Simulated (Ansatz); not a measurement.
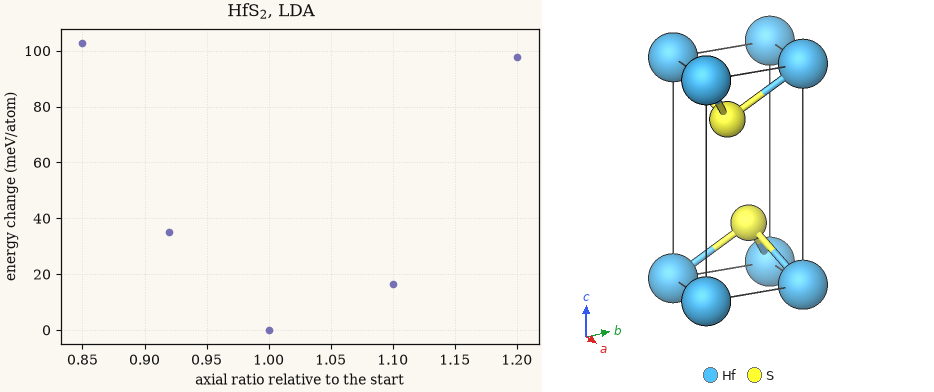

The plot gives the computed energy change against relative axial ratio for HfS₂, space group P-3m1 (No. 164). The cell is drawn beside the plot.

Starting cell:
```yaml
crystal:
  lattice:
    - [3.63966, 0.00000, 0.00000]
    - [-1.81983, 3.15204, 0.00000]
    - [0.00000, 0.00000, 6.05556]
  atoms:
    - { symbol: Hf, position: [0.00000, 0.00000, 0.00000] }
    - { symbol: S, position: [0.66667, 0.33333, 0.76395] }
    - { symbol: S, position: [0.33333, 0.66667, 0.23605] }
```

Computed with Ansatz 0.2.0: deformation of a crystal at fixed volume, lengths along the axis scaled against those across it, fractional coordinates fixed, by plane-wave density functional theory with PAW datasets, free energies less that of the undisturbed cell, pressure positive in compression; scalar-relativistic. Level: LDA, no spin polarisation.

- wave cutoff: 420 eV
- k mesh: 9×9×6
- occupations: Gaussian
- smearing width: 0.05 eV
- k shift: (0, 0, 0) (mesh steps)
- start: as given
- path: axial
- axis direction: (0, 0, 1) (Cartesian unit vector)

From this curve and the settings, what does the calculation give for the pressure and gap on the k mesh at the same points?

The pressure rises from −6.071 GPa at relative axial ratio 0.85 to −2.737 GPa at 1.20. The gap on the k mesh is zero at relative axial ratio 1.20 and open elsewhere, at most 1.083 eV at 0.92.

```tsv
axial ratio relative to the start	pressure (GPa)	gap on the k mesh (eV)
0.85	-6.071	0.983
0.92	-4.927	1.083
1.00	-3.934	1.045
1.10	-3.098	0.536
1.20	-2.737	0.000
```

Note: gap closes along the scan on a mesh chosen for the insulator; odd k mesh can miss points on the zone edge; reference crystal is not relaxed; shape and atomic fractions are frozen while scaling, which makes layered, chain and framework solids too stiff.
